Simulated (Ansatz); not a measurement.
Pt$_{9}$Se$_{19}$ (cell charge −1, with a compensating background) (cell with a defect)

Input file:

```
crystal:
  lattice:
    - [-5.6273392766, -3.2489458462, 6.5013337589]
    - [5.6273392766, -3.2489458462, 6.5013337589]
    - [0.0, 6.4978916924, 6.5013337589]
  atoms:
    - { symbol: Pt, position: [0.6684512448, 0.3363938645, -0.0009665034] }
    - { symbol: Pt, position: [0.6656356741, 0.0029948886, 0.3326197598] }
    - { symbol: Pt, position: [0.3353325664, 0.6694676063, -0.0009599004] }
    - { symbol: Pt, position: [1.0020707184, 1.0031281499, -0.0036664446] }
    - { symbol: Pt, position: [0.3342480957, 0.3352704203, 0.3313786808] }
    - { symbol: Pt, position: [0.6683603286, 0.6693803664, 0.6660344656] }
    - { symbol: Pt, position: [0.3342090231, 0.0017347029, 0.6649482485] }
    - { symbol: Pt, position: [1.0019749591, 0.6666751331, 0.3326483671] }
    - { symbol: Pt, position: [1.0006938248, 0.3352761325, 0.6649770632] }
    - { symbol: Se, position: [0.7106265136, 0.7116543008, 0.3766195267] }
    - { symbol: Se, position: [0.7117279717, 0.3803398884, 0.7099977726] }
    - { symbol: Se, position: [0.3773850709, 0.0457496118, 0.3718824344], spin: 0.25 }
    - { symbol: Se, position: [0.0387233697, 0.3798896095, 0.3745258458], spin: 0.25 }
    - { symbol: Se, position: [0.3793272994, 0.7127451707, 0.7100103144] }
    - { symbol: Se, position: [0.7107685683, 0.0469920146, 0.0413232491] }
    - { symbol: Se, position: [0.3794096104, 0.3804254302, 0.0423964837] }
    - { symbol: Se, position: [0.0434600551, 0.0445154826, 0.709681091] }
    - { symbol: Se, position: [0.0459100519, 0.7118269231, 0.0413378768] }
    - { symbol: Se, position: [0.6227000297, 0.2905057116, 0.2890789443] }
    - { symbol: Se, position: [0.6226587286, 0.959421243, 0.6201125788] }
    - { symbol: Se, position: [0.2894913724, 0.6237189306, 0.2890664118] }
    - { symbol: Se, position: [0.9490762476, 0.9520723729, 0.2797186092], spin: 0.25 }
    - { symbol: Se, position: [0.2902710618, 0.2913161921, 0.620990422] }
    - { symbol: Se, position: [0.6248148994, 0.625880216, 0.9555010439] }
    - { symbol: Se, position: [0.2895940326, 0.959469684, 0.953387886] }
    - { symbol: Se, position: [0.9583908827, 0.6237161109, 0.6201428988] }
    - { symbol: Se, position: [0.9584620172, 0.2906448175, 0.9534009418] }
    - { symbol: Se, position: [0.0666874262, 0.0668647969, 0.3965983932], spin: 0.25 }
  host:
    lattice:
      - [3.7515595178, 0.0, 0.0]
      - [-1.8757797589, 3.2489458462, 0.0]
      - [0.0, 0.0, 6.5013337589]
    atoms:
      - { symbol: Pt, position: [0.0, 0.0, 0.0] }
      - { symbol: Se, position: [0.6666666667, 0.3333333333, 0.7990307871] }
      - { symbol: Se, position: [0.3333333333, 0.6666666667, 0.2009692129] }
total_charge: -1
basis:
  ecutwfc: 420
  xc_grid: 2
kpoints:
  mp_grid: { grid: [2, 2, 2], shift: [0.5, 0.5, 0.5] }
hamiltonian:
  xc: pbe
scf:
  occupations: { method: gaussian, width: 0.01 }
output:
  forces: true
  stress: false
  eigenvalues: true
  populations: true
  charged_corrections:
    defect_position: [0.10714286, 0.10714286, 0.35714286]
    epsilon: [[17.6831, 0.0, 0.0], [0.0, 17.6831, 0.0], [0.0, 0.0, 5.238]]
  write_density: true
  write_potential: true
  elf: true
  volumetric_format: npy
magnetization:
  spin_polarized: true
relax:
  adjacent_minimum: "off"
  f_tol: 0.025
  max_steps: 45
```

Launched as:

```sh
ansatz run input.yaml --threads 4 --pin off --max-ram 10240MiB --backend cpu --events-out ev --progress --plain --runs-dir out
```

The fields are those of the run's last geometry, not of the input's.

Spin-polarised.

Computed with Ansatz 0.2.0, DFT PBE, scalar-relativistic, plane waves, PAW.

What will maps of the valence pseudo-density and electron localisation function show?

Answer. Pt–Se (2.55 Å): ρ at the midpoint is about 0.54 e/Å³; the ELF is about 0.50 at the midpoint.

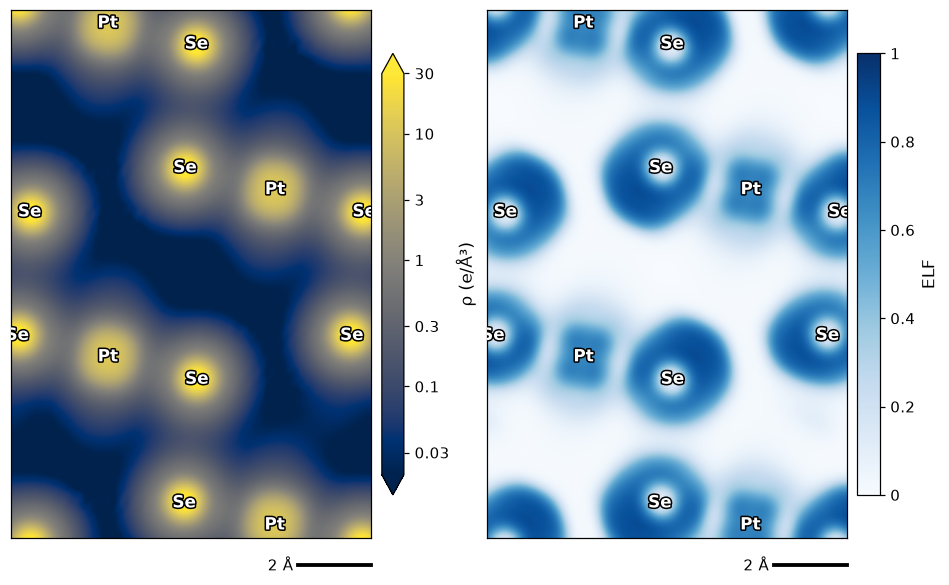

Computed valence pseudo-density and electron localisation function on the (101̄) plane of the calculation cell, in this order. 

In a PAW calculation such maps are meaningful between the atoms, not at the nuclei.
